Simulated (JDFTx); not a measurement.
Bi: geometry relaxation (part 3 of 3)

The same run, continued: Bi (R-3m, 2 atoms in the cell); Kohn-Sham DFT of a periodic cell, LDA, PseudoDojo-SR-LDA-0.4.1-standard, no spin polarisation (JDFTx 1.7.0 (patched build)); cutoff 952.4 eV, 6×6×6 k-mesh, fermi-dirac of 0.05 eV. The structure derives from an entry of the Crystallography Open Database.

Geometry of the input (Å; fractional positions):
```
2.2675  1.3091  3.9380
-2.2675  1.3091  3.9380
0.0000  -2.6183  3.9380
Bi 0.7660  0.7660  0.7660
Bi 0.2340  0.2340  0.2340
```

### The program's output, continued
```
# Forces in Cartesian coordinates:
force Bi  -0.000000000000000   0.000000000000000   0.000001653990751 1
force Bi   0.000000000000000   0.000000000000000  -0.000001653990751 1

# Energy components:
   Eewald =     -103.9936420071945804
       EH =       34.5292679577059332
     Eloc =      -99.4437626272972182
      Enl =      -30.1669630466077479
      Exc =      -42.8093390924132677
 Exc_core =       20.8720314944886596
       KE =       78.0422879945035675
-------------------------------------
     Etot =     -142.9701193268146540
       TS =        0.0001233852648575
-------------------------------------
        F =     -142.9702427120795107

LatticeMinimize: Iter:   7  F: -142.970242712079511  |grad|_K:  1.943e-04  alpha:  1.000e+00  linmin: -7.188e-01

#--- Lowdin population analysis ---
# oxidation-state Bi +0.022 +0.022

-------- Electronic minimization -----------
Will mix electronic density at each iteration.
	FillingsUpdate:  mu: +0.369996605  nElectrons: 30.000000
	FillingsUpdate:  mu: +0.370287699  nElectrons: 30.000000
SCF: Cycle:  0   F: -142.970244149970654   dF: -1.534e-06   |Residual|: 6.955e-05   |deigs|: 5.349e-07
	FillingsUpdate:  mu: +0.370284351  nElectrons: 30.000000
SCF: Cycle:  1   F: -142.970244177640296   dF: -2.767e-08   |Residual|: 3.814e-05   |deigs|: 9.105e-06
	FillingsUpdate:  mu: +0.370280794  nElectrons: 30.000000
SCF: Cycle:  2   F: -142.970244181955138   dF: -4.315e-09   |Residual|: 9.800e-06   |deigs|: 9.022e-06
	FillingsUpdate:  mu: +0.370280437  nElectrons: 30.000000
SCF: Cycle:  3   F: -142.970244182500124   dF: -5.450e-10   |Residual|: 5.712e-06   |deigs|: 3.409e-07
	FillingsUpdate:  mu: +0.370280297  nElectrons: 30.000000
SCF: Cycle:  4   F: -142.970244182620490   dF: -1.204e-10   |Residual|: 1.919e-06   |deigs|: 8.419e-07
SCF: Converged (|Delta E|<1.000000e-09 for 2 iters).

Setting wave functions to eigenvectors of Hamiltonian
# Lattice vectors:
R =
[      4.24023     -4.24023            0  ]
[       2.4481       2.4481      -4.8962  ]
[      7.32665      7.32665      7.32665  ]
unit cell volume = 456.327

# Strain tensor in Cartesian coordinates:
[   -0.0104367            0            0  ]
[            0   -0.0104367            0  ]
[            0            0   -0.0154652  ]

# Stress tensor in Cartesian coordinates [Eh/a0^3]:
[ -1.13209e-06            0            0  ]
[            0 -1.13209e-06            0  ]
[            0            0  1.18807e-06  ]

# Ionic positions in lattice coordinates:
ion Bi   0.764660793625025   0.764660793625025   0.764660793625025 1
ion Bi   0.235339206374975   0.235339206374975   0.235339206374975 1

# Forces in Cartesian coordinates:
force Bi  -0.000000000000000  -0.000000000000000  -0.000077306670679 1
force Bi  -0.000000000000000   0.000000000000000   0.000077306670679 1

# Energy components:
   Eewald =     -104.0156205359268284
       EH =       34.5163285526357697
     Eloc =      -99.4091341372961494
      Enl =      -30.1667629050907138
      Exc =      -42.8096599395273785
 Exc_core =       20.8720314956907558
       KE =       78.0426973816286562
-------------------------------------
     Etot =     -142.9701200878858458
       TS =        0.0001240947346315
-------------------------------------
        F =     -142.9702441826204904

LatticeMinimize: Iter:   8  F: -142.970244182620490  |grad|_K:  1.599e-04  alpha:  1.000e+00  linmin: -8.266e-01

#--- Lowdin population analysis ---
# oxidation-state Bi +0.022 +0.022

-------- Electronic minimization -----------
Will mix electronic density at each iteration.
	FillingsUpdate:  mu: +0.370280297  nElectrons: 30.000000
	FillingsUpdate:  mu: +0.370281349  nElectrons: 30.000000
SCF: Cycle:  0   F: -142.970244711416285   dF: -5.439e-07   |Residual|: 9.896e-05   |deigs|: 3.709e-07
	FillingsUpdate:  mu: +0.370279391  nElectrons: 30.000000
SCF: Cycle:  1   F: -142.970244748632695   dF: -3.722e-08   |Residual|: 4.758e-05   |deigs|: 2.987e-06
	FillingsUpdate:  mu: +0.370277727  nElectrons: 30.000000
SCF: Cycle:  2   F: -142.970244754159467   dF: -5.527e-09   |Residual|: 2.181e-05   |deigs|: 1.590e-06
	FillingsUpdate:  mu: +0.370276674  nElectrons: 30.000000
SCF: Cycle:  3   F: -142.970244754583518   dF: -4.241e-10   |Residual|: 4.599e-06   |deigs|: 8.210e-07
	FillingsUpdate:  mu: +0.370276654  nElectrons: 30.000000
SCF: Cycle:  4   F: -142.970244754664066   dF: -8.055e-11   |Residual|: 2.054e-06   |deigs|: 1.240e-07
SCF: Converged (|Delta E|<1.000000e-09 for 2 iters).

Setting wave functions to eigenvectors of Hamiltonian
# Lattice vectors:
R =
[       4.2414      -4.2414            0  ]
[      2.44878      2.44878     -4.89755  ]
[      7.32231      7.32231      7.32231  ]
unit cell volume = 456.307

# Strain tensor in Cartesian coordinates:
[   -0.0101636            0            0  ]
[            0   -0.0101636            0  ]
[            0            0   -0.0160495  ]

# Stress tensor in Cartesian coordinates [Eh/a0^3]:
[ -5.30649e-07            0            0  ]
[            0 -5.30649e-07            0  ]
[            0            0  9.12563e-07  ]

# Ionic positions in lattice coordinates:
ion Bi   0.764627264721176   0.764627264721176   0.764627264721176 1
ion Bi   0.235372735278824   0.235372735278824   0.235372735278824 1

# Forces in Cartesian coordinates:
force Bi   0.000000000000000   0.000000000000000  -0.000029988485286 1
force Bi  -0.000000000000000  -0.000000000000000   0.000029988485286 1

# Energy components:
   Eewald =     -104.0200213085349503
       EH =       34.5125458855842453
     Eloc =      -99.4008535090553380
      Enl =      -30.1669000506488310
      Exc =      -42.8095978478401591
 Exc_core =       20.8720314948202130
       KE =       78.0426750509778202
-------------------------------------
     Etot =     -142.9701202846969750
       TS =        0.0001244699670770
-------------------------------------
        F =     -142.9702447546640656

LatticeMinimize: Iter:   9  F: -142.970244754664066  |grad|_K:  8.114e-05  alpha:  1.000e+00  linmin: -6.230e-01

#--- Lowdin population analysis ---
# oxidation-state Bi +0.022 +0.022

-------- Electronic minimization -----------
Will mix electronic density at each iteration.
	FillingsUpdate:  mu: +0.370276654  nElectrons: 30.000000
	FillingsUpdate:  mu: +0.370320532  nElectrons: 30.000000
SCF: Cycle:  0   F: -142.970244945734891   dF: -1.928e-07   |Residual|: 4.384e-05   |deigs|: 1.350e-07
	FillingsUpdate:  mu: +0.370319327  nElectrons: 30.000000
SCF: Cycle:  1   F: -142.970244961234187   dF: -1.550e-08   |Residual|: 2.413e-05   |deigs|: 2.269e-06
	FillingsUpdate:  mu: +0.370318148  nElectrons: 30.000000
SCF: Cycle:  2   F: -142.970244962846607   dF: -1.612e-09   |Residual|: 1.003e-05   |deigs|: 1.703e-06
	FillingsUpdate:  mu: +0.370317801  nElectrons: 30.000000
SCF: Cycle:  3   F: -142.970244962966120   dF: -1.195e-10   |Residual|: 3.126e-06   |deigs|: 2.285e-07
	FillingsUpdate:  mu: +0.370317637  nElectrons: 30.000000
SCF: Cycle:  4   F: -142.970244963004319   dF: -3.820e-11   |Residual|: 9.881e-07   |deigs|: 2.566e-07
SCF: Converged (|Delta E|<1.000000e-09 for 2 iters).

Setting wave functions to eigenvectors of Hamiltonian
# Lattice vectors:
R =
[      4.24204     -4.24204            0  ]
[      2.44914      2.44914     -4.89828  ]
[      7.31935      7.31935      7.31935  ]
unit cell volume = 456.26

# Strain tensor in Cartesian coordinates:
[   -0.0100156            0            0  ]
[            0   -0.0100156            0  ]
[            0            0    -0.016446  ]

# Stress tensor in Cartesian coordinates [Eh/a0^3]:
[ -3.36019e-07            0            0  ]
[            0 -3.36019e-07            0  ]
[            0            0  5.41457e-07  ]

# Ionic positions in lattice coordinates:
ion Bi   0.764614275688730   0.764614275688730   0.764614275688730 1
ion Bi   0.235385724311270   0.235385724311270   0.235385724311270 1

# Forces in Cartesian coordinates:
force Bi   0.000000000000000  -0.000000000000000  -0.000021870318254 1
force Bi   0.000000000000000  -0.000000000000000   0.000021870318254 1

# Energy components:
   Eewald =     -104.0249645751199097
       EH =       34.5091839435828476
     Eloc =      -99.3925563435662127
      Enl =      -30.1669219407857625
      Exc =      -42.8096223627243191
 Exc_core =       20.8720314946820764
       KE =       78.0427295445787763
-------------------------------------
     Etot =     -142.9701202393525250
       TS =        0.0001247236518061
-------------------------------------
        F =     -142.9702449630043191

LatticeMinimize: Iter:  10  F: -142.970244963004319  |grad|_K:  5.230e-05  alpha:  1.000e+00  linmin: -7.863e-01
LatticeMinimize: Converged (|Delta F|<1.000000e-06 for 2 iters).

#--- Lowdin population analysis ---
# oxidation-state Bi +0.022 +0.022

Dumping 'run.eigStats' ...
	eMin: -0.469616 at state 0 ( [ +0.000000 +0.000000 +0.000000 ] spin 0 )
	HOMO: +0.369088 at state 30 ( [ +0.333333 +0.500000 -0.333333 ] spin 0 )
	mu  : +0.370318
	LUMO: +0.388025 at state 3 ( [ +0.000000 +0.000000 +0.500000 ] spin 0 )
	eMax: +0.770376 at state 10 ( [ +0.000000 +0.333333 +0.500000 ] spin 0 )
	HOMO-LUMO gap: +0.018937
	Optical gap  : +0.021361 at state 30 ( [ +0.333333 +0.500000 -0.333333 ] spin 0 )
Done!
```

### Trajectory as extended XYZ (Å, eV, eV/Å), 11 frames, from step=0 to step=10
```
2
Lattice="2.2675 1.3091 3.9380 -2.2675 1.3091 3.9380 0.0000 -2.6183 3.9380" Properties=species:S:1:pos:R:3:forces:R:3 step=0 energy=-3890.40674
Bi    0.0000    0.0000    9.0495    0.0000   0.0000   0.0205
Bi    0.0000    0.0000    2.7645    0.0000   0.0000  -0.0205
2
Lattice="2.2647 1.3075 3.9336 -2.2647 1.3075 3.9336 0.0000 -2.6151 3.9336" Properties=species:S:1:pos:R:3:forces:R:3 step=1 energy=-3890.40894
Bi    0.0000    0.0000    9.0401    0.0000   0.0000   0.0003
Bi    0.0000    0.0000    2.7608    0.0000   0.0000  -0.0003
2
Lattice="2.2522 1.3003 3.9137 -2.2522 1.3003 3.9137 0.0000 -2.6006 3.9137" Properties=species:S:1:pos:R:3:forces:R:3 step=2 energy=-3890.41543
Bi    0.0000    0.0000    8.9940    0.0000   0.0000  -0.0685
Bi    0.0000    0.0000    2.7470    0.0000   0.0000   0.0685
2
Lattice="2.2398 1.2931 3.8928 -2.2398 1.2931 3.8928 0.0000 -2.5863 3.8928" Properties=species:S:1:pos:R:3:forces:R:3 step=3 energy=-3890.41808
Bi    0.0000    0.0000    8.9351    0.0000   0.0000  -0.0409
Bi    0.0000    0.0000    2.7433    0.0000   0.0000   0.0409
2
Lattice="2.2388 1.2926 3.8876 -2.2388 1.2926 3.8876 0.0000 -2.5851 3.8876" Properties=species:S:1:pos:R:3:forces:R:3 step=4 energy=-3890.41827
Bi    0.0000    0.0000    8.9179    0.0000   0.0000  -0.0056
Bi    0.0000    0.0000    2.7448    0.0000   0.0000   0.0056
2
Lattice="2.2404 1.2935 3.8862 -2.2404 1.2935 3.8862 0.0000 -2.5870 3.8862" Properties=species:S:1:pos:R:3:forces:R:3 step=5 energy=-3890.41837
Bi    0.0000    0.0000    8.9140    0.0000   0.0000   0.0056
Bi    0.0000    0.0000    2.7447    0.0000   0.0000  -0.0056
2
Lattice="2.2417 1.2942 3.8855 -2.2417 1.2942 3.8855 0.0000 -2.5884 3.8855" Properties=species:S:1:pos:R:3:forces:R:3 step=6 energy=-3890.41843
Bi    0.0000    0.0000    8.9129    0.0000   0.0000   0.0037
Bi    0.0000    0.0000    2.7436    0.0000   0.0000  -0.0037
2
Lattice="2.2431 1.2951 3.8818 -2.2431 1.2951 3.8818 0.0000 -2.5902 3.8818" Properties=species:S:1:pos:R:3:forces:R:3 step=7 energy=-3890.41850
Bi    0.0000    0.0000    8.9048    0.0000   0.0000   0.0001
Bi    0.0000    0.0000    2.7406    0.0000   0.0000  -0.0001
2
Lattice="2.2438 1.2955 3.8771 -2.2438 1.2955 3.8771 0.0000 -2.5910 3.8771" Properties=species:S:1:pos:R:3:forces:R:3 step=8 energy=-3890.41854
Bi    0.0000    0.0000    8.8940    0.0000   0.0000  -0.0040
Bi    0.0000    0.0000    2.7373    0.0000   0.0000   0.0040
2
Lattice="2.2445 1.2958 3.8748 -2.2445 1.2958 3.8748 0.0000 -2.5917 3.8748" Properties=species:S:1:pos:R:3:forces:R:3 step=9 energy=-3890.41855
Bi    0.0000    0.0000    8.8883    0.0000   0.0000  -0.0015
Bi    0.0000    0.0000    2.7361    0.0000   0.0000   0.0015
2
Lattice="2.2448 1.2960 3.8732 -2.2448 1.2960 3.8732 0.0000 -2.5921 3.8732" Properties=species:S:1:pos:R:3:forces:R:3 step=10 energy=-3890.41856
Bi    0.0000    0.0000    8.8846    0.0000   0.0000  -0.0011
Bi    0.0000    0.0000    2.7351    0.0000   0.0000   0.0011
```

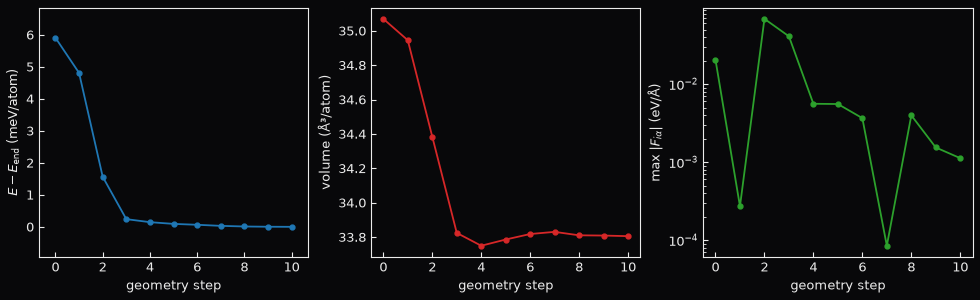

Figure 1. Progress of the relaxation, step by step (steps are counted from 0).

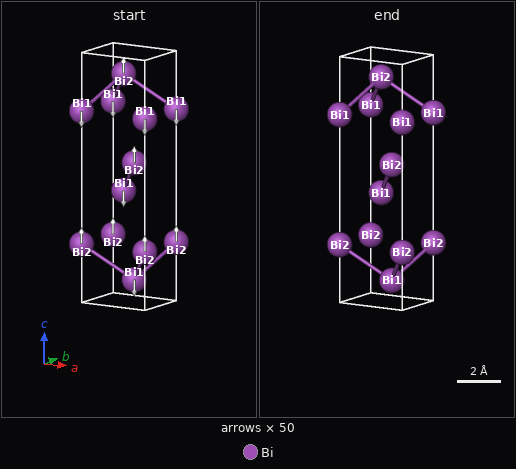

Figure 2. Before (left) and after (right) the relaxation, at one scale (ball-and-stick view of the cell 3 times as large as that of the calculation, set on its symmetry axes, seen slightly off an axis). The white arrows give the displacements (without the part carried along by the change of the cell), magnified 50 times. The largest moves relative to the cell, 0.016 Å, are those of Bi1 and Bi2. The drawn cell changes as follows: a = b 4.535 → 4.490 Å (−1.0 %), c 11.814 → 11.620 Å (−1.6 %); the volume changes by −3.6 %. Among the contacts that change: Bi1–Bi2 3.064 → 3.045 Å. The space group stays R-3m (No. 166). Over 10 geometry steps the energy falls by 5.9 meV per atom. The largest force component goes from 0.02 to 0.0011 eV/Å. (Atoms are counted from 1 in the order of the input.)
